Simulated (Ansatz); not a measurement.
**Formation energy and levels of the substitutional impurity Hf_Al in AlN (F-43m)**

Wanted: the transition levels of a substitutional impurity in AlN (F-43m), from a cell of 54 host atoms with 1 Al taken out and 1 Hf put in.

Main program and level: Ansatz 0.2.0; place-levels on r2SCAN runs: charge-transition levels and formation energies with image-charge correction and potential alignment at the atomic sites.

## (1) The structure

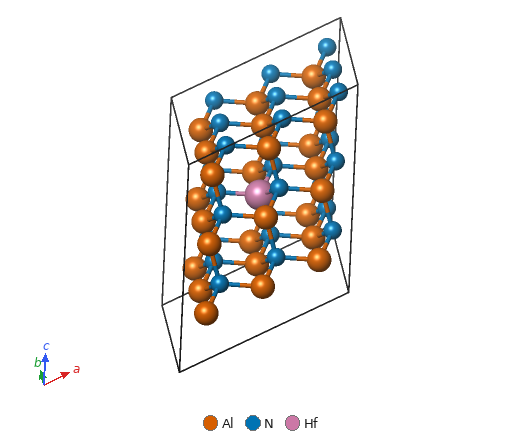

The starting structure, seen slightly off an axis (aluminium orange, nitrogen blue, hafnium pink).

The cell holds 54 atoms: 26 Al, 27 N and 1 Hf. Cell: a = 9.270 Å, b = 9.270 Å, c = 9.270 Å, α = 60.0°, β = 60.0°, γ = 60.0°. It derives from AlN (space group F-43m). Nearest the centre at fractional (0.333, 0.667, 0.667): Hf35 at 0.00 Å, N30 at 1.89 Å, N34 at 1.89 Å, N18 at 1.89 Å, N36 at 1.89 Å, Al25 at 3.09 Å, Al17 at 3.09 Å, Al5 at 3.09 Å.

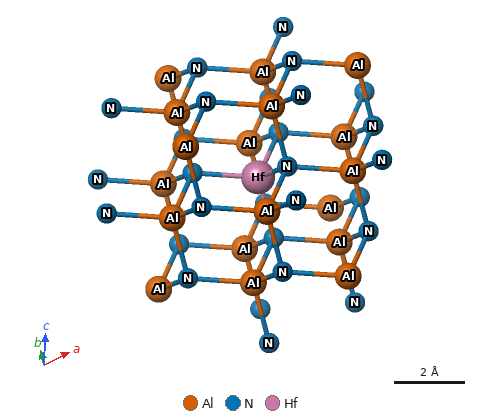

The atoms within 5 Å of the centre.

As a file:

```xyz
54
Lattice="0.0000 6.5546 6.5546 6.5546 0.0000 6.5546 6.5546 6.5546 0.0000" Properties=species:S:1:pos:R:3 pbc="T T T"
Al    0.0000    0.0000    0.0000
N     1.0924    1.0924    1.0924
Al    2.1849    2.1849    0.0000
N     3.2773    3.2773    1.0924
Al    4.3698    4.3698    0.0000
N     5.4622    5.4622    1.0924
Al    2.1849    0.0000    2.1849
N     3.2773    1.0924    3.2773
Al    4.3698    2.1849    2.1849
N     5.4622    3.2773    3.2773
Al    6.5546    4.3698    2.1849
N     7.6471    5.4622    3.2773
Al    4.3698    0.0000    4.3698
N     5.4622    1.0924    5.4622
Al    6.5546    2.1849    4.3698
N     7.6471    3.2773    5.4622
Al    8.7395    4.3698    4.3698
N     9.8320    5.4622    5.4622
Al    0.0000    2.1849    2.1849
N     1.0924    3.2773    3.2773
Al    2.1849    4.3698    2.1849
N     3.2773    5.4622    3.2773
Al    4.3698    6.5546    2.1849
N     5.4622    7.6471    3.2773
Al    2.1849    2.1849    4.3698
N     3.2773    3.2773    5.4622
Al    4.3698    4.3698    4.3698
N     5.4622    5.4622    5.4622
Al    6.5546    6.5546    4.3698
N     7.6471    7.6471    5.4622
Al    4.3698    2.1849    6.5546
N     5.4622    3.2773    7.6471
Al    6.5546    4.3698    6.5546
N     7.6471    5.4622    7.6471
Hf    8.7395    6.5546    6.5546
N     9.8320    7.6471    7.6471
Al    0.0000    4.3698    4.3698
N     1.0924    5.4622    5.4622
Al    2.1849    6.5546    4.3698
N     3.2773    7.6471    5.4622
Al    4.3698    8.7395    4.3698
N     5.4622    9.8320    5.4622
Al    2.1849    4.3698    6.5546
N     3.2773    5.4622    7.6471
Al    4.3698    6.5546    6.5546
N     5.4622    7.6471    7.6471
Al    6.5546    8.7395    6.5546
N     7.6471    9.8320    7.6471
Al    4.3698    4.3698    8.7395
N     5.4622    5.4622    9.8320
Al    6.5546    6.5546    8.7395
N     7.6471    7.6471    9.8320
Al    8.7395    8.7395    8.7395
N     9.8320    9.8320    9.8320
```

The host's dielectric constants go in as inputs: 4.64 for the electrons alone, 8.52 with the ions, computed on the host (DFPT, PBEsol, on the r2SCAN cell), and a cell off the functional's own equilibrium shifts the ionic part.

The cell's shortest repeat is 9.3 Å.

## (2) Charge states

Levels follow from differences of total energies between charge states, each relaxed by itself.

Random displacements of about 0.05 Å break the site symmetry at the start, so that the relaxation can reach a distorted minimum if there is one. Forces are taken at one point at (¼, ¼, ¼). The cell holds 1 electron more than the neutral one, with a uniform background that keeps it neutral on the whole.

The sampling was tested on the host first: at the k-points planned (1x1x1 shifted 0.25 0.25 0.25) its energy lies 0.045 eV an atom from the dense-mesh value, so the final energies take a denser sampling.

One state's input; the others differ in charge, spin, start and seed, and in occupations where the table says so.

Input file qm1.relax/input.yaml:

```yaml
crystal:
  lattice:
    - [0.0, 6.55463774, 6.55463774]
    - [6.55463774, 0.0, 6.55463774]
    - [6.55463774, 6.55463774, 0.0]
  atoms:
    - { symbol: Al, position: [0.0, 0.0, 0.0] }
    - { symbol: "N", position: [0.08333333, 0.08333333, 0.08333333] }
    - { symbol: Al, position: [0.0, 0.0, 0.33333333] }
    - { symbol: "N", position: [0.08333333, 0.08333333, 0.41666667] }
    - { symbol: Al, position: [0.0, 0.0, 0.66666667] }
    - { symbol: "N", position: [0.08333333, 0.08333333, 0.75] }
    - { symbol: Al, position: [0.0, 0.33333333, 0.0] }
    - { symbol: "N", position: [0.08333333, 0.41666667, 0.08333333] }
    - { symbol: Al, position: [0.0, 0.33333333, 0.33333333] }
    - { symbol: "N", position: [0.08333333, 0.41666667, 0.41666667] }
    - { symbol: Al, position: [0.0, 0.33333333, 0.66666667] }
    - { symbol: "N", position: [0.08333333, 0.41666667, 0.75] }
    - { symbol: Al, position: [0.0, 0.66666667, 0.0] }
    - { symbol: "N", position: [0.08333333, 0.75, 0.08333333] }
    - { symbol: Al, position: [0.0, 0.66666667, 0.33333333] }
    - { symbol: "N", position: [0.08333333, 0.75, 0.41666667] }
    - { symbol: Al, position: [0.0, 0.66666667, 0.66666667] }
    - { symbol: "N", position: [0.08333333, 0.75, 0.75] }
    - { symbol: Al, position: [0.33333333, 0.0, 0.0] }
    - { symbol: "N", position: [0.41666667, 0.08333333, 0.08333333] }
    - { symbol: Al, position: [0.33333333, 0.0, 0.33333333] }
    - { symbol: "N", position: [0.41666667, 0.08333333, 0.41666667] }
    - { symbol: Al, position: [0.33333333, 0.0, 0.66666667] }
    - { symbol: "N", position: [0.41666667, 0.08333333, 0.75] }
    - { symbol: Al, position: [0.33333333, 0.33333333, 0.0] }
    - { symbol: "N", position: [0.41666667, 0.41666667, 0.08333333] }
    - { symbol: Al, position: [0.33333333, 0.33333333, 0.33333333] }
    - { symbol: "N", position: [0.41666667, 0.41666667, 0.41666667] }
    - { symbol: Al, position: [0.33333333, 0.33333333, 0.66666667] }
    - { symbol: "N", position: [0.41666667, 0.41666667, 0.75] }
    - { symbol: Al, position: [0.33333333, 0.66666667, 0.0] }
    - { symbol: "N", position: [0.41666667, 0.75, 0.08333333] }
    - { symbol: Al, position: [0.33333333, 0.66666667, 0.33333333] }
    - { symbol: "N", position: [0.41666667, 0.75, 0.41666667] }
    - { symbol: Hf, position: [0.33333333, 0.66666667, 0.66666667] }
    - { symbol: "N", position: [0.41666667, 0.75, 0.75] }
    - { symbol: Al, position: [0.66666667, 0.0, 0.0] }
    - { symbol: "N", position: [0.75, 0.08333333, 0.08333333] }
    - { symbol: Al, position: [0.66666667, 0.0, 0.33333333] }
    - { symbol: "N", position: [0.75, 0.08333333, 0.41666667] }
    - { symbol: Al, position: [0.66666667, 0.0, 0.66666667] }
    - { symbol: "N", position: [0.75, 0.08333333, 0.75] }
    - { symbol: Al, position: [0.66666667, 0.33333333, 0.0] }
    - { symbol: "N", position: [0.75, 0.41666667, 0.08333333] }
    - { symbol: Al, position: [0.66666667, 0.33333333, 0.33333333] }
    - { symbol: "N", position: [0.75, 0.41666667, 0.41666667] }
    - { symbol: Al, position: [0.66666667, 0.33333333, 0.66666667] }
    - { symbol: "N", position: [0.75, 0.41666667, 0.75] }
    - { symbol: Al, position: [0.66666667, 0.66666667, 0.0] }
    - { symbol: "N", position: [0.75, 0.75, 0.08333333] }
    - { symbol: Al, position: [0.66666667, 0.66666667, 0.33333333] }
    - { symbol: "N", position: [0.75, 0.75, 0.41666667] }
    - { symbol: Al, position: [0.66666667, 0.66666667, 0.66666667] }
    - { symbol: "N", position: [0.75, 0.75, 0.75] }
  host:
    repeats: [3, 3, 3]
    atoms:
      - { symbol: Al, position: [0.0, 0.0, 0.0] }
      - { symbol: "N", position: [0.25, 0.25, 0.25] }
total_charge: -1
basis:
  ecutwfc: 500
  xc_grid: 2
hamiltonian:
  xc: r2scan
kpoints:
  mp_grid: { grid: [1, 1, 1], shift: [0.25, 0.25, 0.25] }
scf:
  occupations: { method: fixed }
  max_iter: 100
output:
  forces: true
  charged_corrections:
    epsilon: 4.64
    static_epsilon: 8.52
    defect_position: [0.333333, 0.666667, 0.666667]
relax:
  f_tol: 0.02
  max_steps: 80
  random_displacement: { amplitude: 0.05, seed: 5149 }
checkpoint:
  write: "../qm1.relax.run"
  compress: false
  write_wavefunctions: true
  write_every: 100000
```

Run with:

```
$ ansatz run input.yaml --threads 4 --pin off --max-ram 7536MiB --backend cpu --events-out ev --progress --plain --runs-dir out
```

Defect states can disperse in a cell of this size, so the energy is taken again at a 2×2×2 shifted mesh, on the relaxed structure.

The run of this state that the levels use, under r2SCAN:

Input file qm1.point/input.yaml:

```yaml
crystal:
  checkpoint: "../qm1.relax.run"
  host: checkpoint
total_charge: -1
basis:
  ecutwfc: 500
  xc_grid: 2
hamiltonian:
  xc: r2scan
kpoints:
  mp_grid: { grid: [2, 2, 2], shift: [0.5, 0.5, 0.5] }
scf:
  occupations: { method: fermi_dirac, width: 0.01 }
  max_iter: 100
output:
  forces: true
  eigenvalues: true
  charged_corrections:
    epsilon: 4.64
    static_epsilon: 8.52
    defect_position: [0.333333, 0.666667, 0.666667]
  eigenstates: { localisation: true }
  populations: true
  band_densities: [{ bands: [v1, v1] }, { bands: [c1, c1] }]
  write_density: true
  write_potential: true
  volumetric_format: npy
  elf: true
checkpoint:
  read: "../qm1.relax.run"
  write: "../qm1.point.run"
  compress: false
  write_wavefunctions: false
  write_every: 100000
```

Relaxations under r2SCAN at one point at (¼, ¼, ¼); times on 4 threads of Arm Neoverse V1, shared host:

```csv
charge,moment (μB),occupations,outcome,steps,largest displacement against the far atoms (Å),time
−1,0,fixed,converged,17,0.18,2.6 min
0,1,fixed,converged,6,0.16,2.4 min
+1,0,fixed,converged,6,0.12,62 s
−1,2,fixed,converged,7,0.20,2.6 min
```

Single points under r2SCAN at a 2×2×2 shifted mesh; times on 4 threads of Arm Neoverse V1, shared host:

```csv
charge,moment (μB),occupations,outcome,time
−1,0,fermi-dirac,converged,52 s
0,1,fermi-dirac,converged,2 min
+1,0,fermi-dirac,converged,50 s
−1,2,fermi-dirac,converged,2 min
```

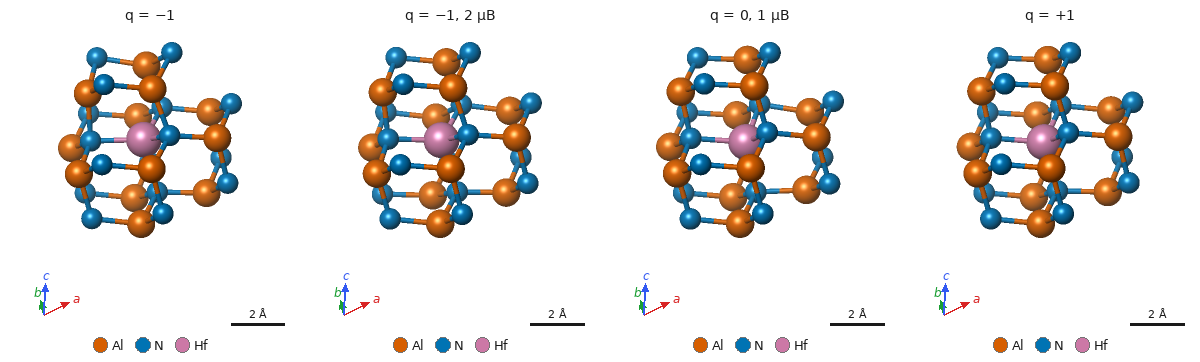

The structures near the centre after relaxation with r2SCAN, by charge.

Distances (Å) from Hf35 to the nearest atoms after relaxation with r2SCAN:

```csv
charge,moment (μB),1.,2.,3.,4.,5.,6.
−1,0,N 2.02,N 2.03,N 2.03,N 2.17,Al 2.87,Al 2.87
−1,2,N 2.02,N 2.03,N 2.11,N 2.11,Al 2.98,Al 2.98
0,1,N 2.02,N 2.02,N 2.02,N 2.09,Al 2.99,Al 2.99
+1,0,N 2.01,N 2.01,N 2.01,N 2.02,Al 3.13,Al 3.13
```

## (3) place-levels, r2SCAN

A charged cell interacts with its images and the background, and its potential has another zero than the host's. place-levels removes the first by a point-charge model, screened by the static dielectric constant since the ions have relaxed around the charge, and the second by comparing potentials at atoms far from the defect.

The host is a run of the defect-free crystal in the same cutoffs, grids and k-points, so that basis and sampling errors cancel in part in the differences. The host is run in a cell of 2 atoms on a matching mesh. Its band edges are searched through the zone by a band path, so the gap is smaller than, or equal to, that on the mesh. Chemical potentials are energies per atom of Al (fcc) and Hf (hcp), run with the same functional and cutoff.

Input file levels.point.yaml:

```yaml
host:
  run: host.point.run
states: [qm1.point.run, q0_M1.point.run, qp1.point.run, qm1_M2.point.run]
geometry_from:
  qm1.point.run: qm1.relax.run
  q0_M1.point.run: q0_M1.relax.run
  qp1.point.run: qp1.relax.run
  qm1_M2.point.run: qm1_M2.relax.run
  host.point.run: host.relax.run
chemical_potentials:
  Al:
    energy: -540.416008
    dataset: <sha256 of the dataset>
  Hf:
    energy: -15733.062138
    dataset: <sha256 of the dataset>
epsilon: 4.64
static_epsilon: 8.52
vertical:
  - { from: qm1.point.run, to: qm1.point_neutral.run }
  - { from: qp1.point.run, to: qp1.point_neutral.run }
  - { from: qm1_M2.point.run, to: qm1_M2.point_neutral.run }
```

Run with:

```
$ ansatz place-levels levels.point.yaml -- --threads 4 --pin off --max-ram 7536MiB
```

Numbers of over 12 decimals in the logs are rounded to 6 here.

The program printed:

```text
[... repeated set-up lines and file paths are left out, and long positions are rounded to six places ...]
(+1/0) 3.852 eV above the valence edge, 0.074 eV under the conduction edge
(0/-1) 4.377 eV above the valence edge (+4.460 eV without the band-filling correction), in the conduction band
formation energy of charge +1: -1.445 eV with the Fermi level at the valence edge
formation energy of charge 0: +2.407 eV with the Fermi level at the valence edge
formation energy of charge -1: +6.784 eV with the Fermi level at the valence edge
vertical -1 to 0: no energy, since no alignment is typed
  the change from vertical[0].from (qm1.point.run) to vertical[0].to (qm1.point_neutral.run): by its potential at epsilon 4.64 it stands at 0.273 0.606 0.924, with an rms radius of about 2.5 Å (1.3 1.3 1.6 Å across the planes of the cell's vectors); [...]
vertical +1 to 0: no energy, since no alignment is typed
  the change from vertical[1].from (qp1.point.run) to vertical[1].to (qp1.point_neutral.run): by its potential at epsilon 4.64 it stands at 0.304 0.637 0.637, with an rms radius of about 3.6 Å (2.1 2.1 2.1 Å across the planes of the cell's vectors); [...]
vertical -1 to 0: no energy, since no alignment is typed
  the change from vertical[2].from (qm1_M2.point.run) to vertical[2].to (qm1_M2.point_neutral.run): by its potential at epsilon 4.64 it stands at 0.282 0.731 0.730, with an rms radius of about 2.6 Å (1.1 1.7 1.7 Å across the planes of the cell's vectors); [...]
  edges by r2scan, gap 3.926 eV; the host is sampled to repeats of 18.54 Å
  the defect's cells are sampled to repeats of 18.54 Å, like sampling
  charge +1: -40268.5974 eV with its correction of +0.891 eV, at epsilon 8.52, aligned at sites: +0.5952 eV, mean over 19 atomic sites at or beyond 4.63 Å from the host's site at [0.3332, 0.6666, 0.6666] by the defect at [0.3333, 0.6667, 0.6667], with [...]
  charge 0: +0.000 eV for its dipole among its images, +0.000 omitted
  charge -1: -40246.8737 eV with its correction of -0.410 eV, at epsilon 8.52, aligned at sites: +0.7051 eV, mean over 19 atomic sites at or beyond 4.63 Å from the host's site at [0.3332, 0.6666, 0.6666] by the defect at [0.3333, 0.6667, 0.6667], with [...]
  charge -1: states[0] (qm1.point.run) stands 0.059 eV higher, with a moment of 0.00 μB against 2.00
  of states[2] (qp1.point.run): it parts from the run at its places by a charge that spreads by about 2.1 Å along one vector (1.3 Å or more is wide), by its potential at epsilon 4.64, taken for that of held ions (one typed too small widens it), where the cell [...]
  of states[1] (q0_M1.point.run): its alignment with the host at atomic sites is doubtful: the mean over the far sites moves by +0.0816 eV from their farther parts to their nearer, more than 0.05 eV. [...]
  of states[3] (qm1_M2.point.run): it parts from the run at its places by a charge that spreads by about 1.7 Å along one vector (1.3 Å or more is wide), by its potential at epsilon 4.64, taken for that of held ions (one typed too small widens it), where the [...]
  of states[0] (qm1.point.run): it parts from the run at its places by a charge that spreads by about 1.6 Å along one vector (1.3 Å or more is wide), by its potential at epsilon 4.64, taken for that of held ions (one typed too small widens it), where the cell [...]
  of vertical[0].from (qm1.point.run): it parts from the run at its places by a charge that spreads by about 1.6 Å along one vector (1.3 Å or more is wide), by its potential at epsilon 4.64, taken for that of held ions (one typed too small widens it), where [...]
  of vertical[0].to (qm1.point_neutral.run): stability_check_not_made
  of vertical[1].from (qp1.point.run): it parts from the run at its places by a charge that spreads by about 2.1 Å along one vector (1.3 Å or more is wide), by its potential at epsilon 4.64, taken for that of held ions (one typed too small widens it), where [...]
  of vertical[1].to (qp1.point_neutral.run): its moments are held at its close (magnetization.spin_locking), by a field of 0.203 eV a Bohr magneton, and its energy and levels are of the state that this holds: a run that lets them go can end lower; [...]
  of vertical[2].from (qm1_M2.point.run): stability_check_not_made; [...]
  of vertical[2].to (qm1_M2.point_neutral.run): stability_check_not_made
```

Elapsed: 0.48 s, on 4 threads of Arm Neoverse V1, shared host.

Under r2SCAN the gap is 3.93 eV, (+1/0) 3.85, (0/−1) 4.38 (outside the gap) (with band filling) eV.

Levels between the charges placed, in eV above the valence top:

```csv
,gap (eV),(+1/0),(0/−1)
r2SCAN,3.93,3.85,4.38
```

Corrections by state:

```csv
charge,moment (μB),image terms and alignment (eV),band filling (eV),ε used,"over the lowest of its charge, as the program ranks them, band filling apart (eV)"
+1,0.0,0.891,-,8.52,0.000
0,1.0,0.000,-,-,0.000
−1,2.0,-0.410,-0.083,8.52,0.000
−1,0.0,-0.421,-,8.52,0.059
```

The charged structures listed were also run neutral, and place-levels reads from each pair, by the potential or the spins, how wide the charge is by which they differ; that can be the carrier of either run.

```csv
charge,rms radius (Å),spread where it is widest against the cell (Å),wide from (Å),reading
+1,3.6,2.07,1.31,wide
−1,2.6,1.65,1.31,wide
```

The neutral runs of these pairs need not share the spin of the lowest neutral state, and very wide values only mean spread over the cell.

From the program's caveats on the states, each cut to its opening words:

- charge +1: it parts from the run at its places by a charge that spreads by about 2.1 Å along one vector (1.3 Å or more is wide), by its potential at epsilon 4.64, taken [...]
- charge 0 (1 μB): its alignment with the host at atomic sites is doubtful: the mean over the far sites moves by +0.0816 eV from their farther parts to their nearer, more than [...]
- charge 0 (1 μB), −1 (2 μB): flagged: stability check not made
- charge −1 (2 μB): it parts from the run at its places by a charge that spreads by about 1.7 Å along one vector (1.3 Å or more is wide), by its potential at epsilon 4.64, taken [...]
- charge −1 (2 μB): a band-filling correction moves a carrier to the host's band edge, which changes its energy by -0.083 eV
- charge −1 (2 μB): its alignment with the host at atomic sites is doubtful: the mean over the far sites moves by +0.1621 eV from their farther parts to their nearer, more than [...]
- charge −1: it parts from the run at its places by a charge that spreads by about 1.6 Å along one vector (1.3 Å or more is wide), by its potential at epsilon 4.64, taken [...]
- charge −1: its alignment with the host at atomic sites is doubtful: the mean over the far sites moves by +0.1418 eV from their farther parts to their nearer, more than [...]
- charge −1: the host's ions (past the first shell or, of a walk that freed a part, those that it held) aren't shown at rest: they stand up to 0.172 Å off their sites, 0.93 [...]

The host's formation energy from the elements is -1.604 eV per atom; it sets how far the chemical potentials can move.

Limit set by the element alone; other compounds of these elements are not counted. Chemical potentials from the elements' reference states: Al 0.00 eV, N -3.21 eV, Hf 0.00 eV. Formation energy by charge state (Al-rich; gap 3.93 eV):

```csv
charge,at valence top (eV),at conduction bottom (eV),correction included (eV)
+1,-1.45,2.48,0.89
0,2.41,2.41,0.00
−1,6.78,2.86,-0.49
```

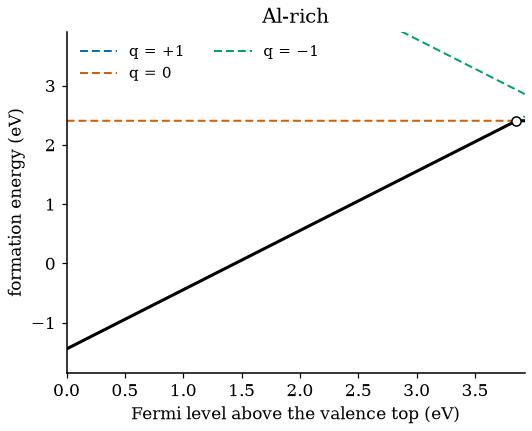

Formation energy against Fermi level; the thick line follows the lowest charge state and circles mark the transition levels.

Limit set by the element alone; other compounds of these elements are not counted. Chemical potentials from the elements' reference states: N 0.00 eV, Al -3.21 eV, Hf 0.00 eV. Formation energy by charge state (N-rich; gap 3.93 eV):

```csv
charge,at valence top (eV),at conduction bottom (eV),correction included (eV)
+1,-4.65,-0.73,0.89
0,-0.80,-0.80,0.00
−1,3.57,-0.35,-0.49
```

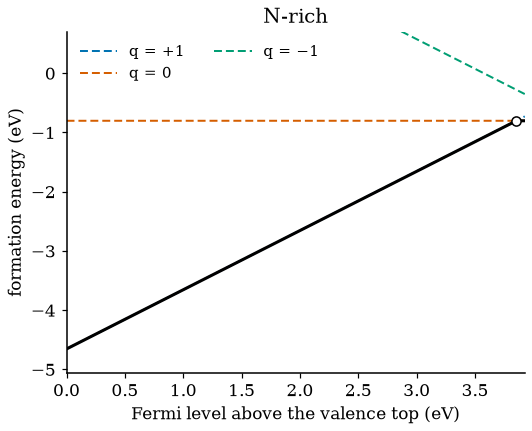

Formation energy against Fermi level; the thick line follows the lowest charge state and circles mark the transition levels.

The charge transition levels (eV, zero at the valence-band top of the host):

```csv
,conduction bottom,valence top
Hf_Al,3.93,0.00
```

```csv
,level,energy (eV)
Hf_Al,(+1/0),3.85
Hf_Al,(0/−1),4.38
```

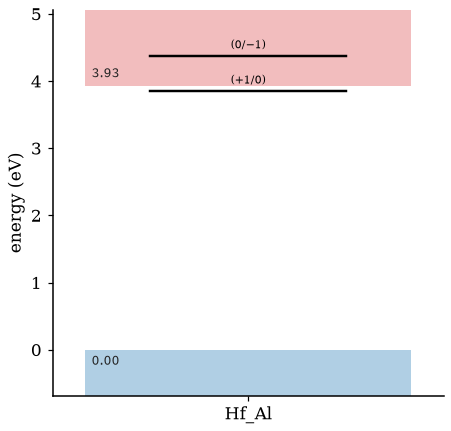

Charge transition levels. Shaded: valence and conduction bands.

(Part 1 of 2 ends here.)

[Logs are printed without paths, hosts, clocks, repeated set-up lines and the standing remarks that a program may print on its own settings, such as how far it seeks lower states.]

[Hosts, paths, dates, database ids (printed as entryN), source tags and the programs' standing remarks are cut or masked in the printed files.]

[Where a table of states has a column of steps, it counts the stored structures, which are thinned; the runs took as many ionic steps or more.]

[A defect's name tells the site on which it was built; relaxed atoms can leave that site.]

[For some hosts the program warned that the k-mesh of the response run may be too coarse for force constants and the static dielectric constant; such warnings are not shown here.]
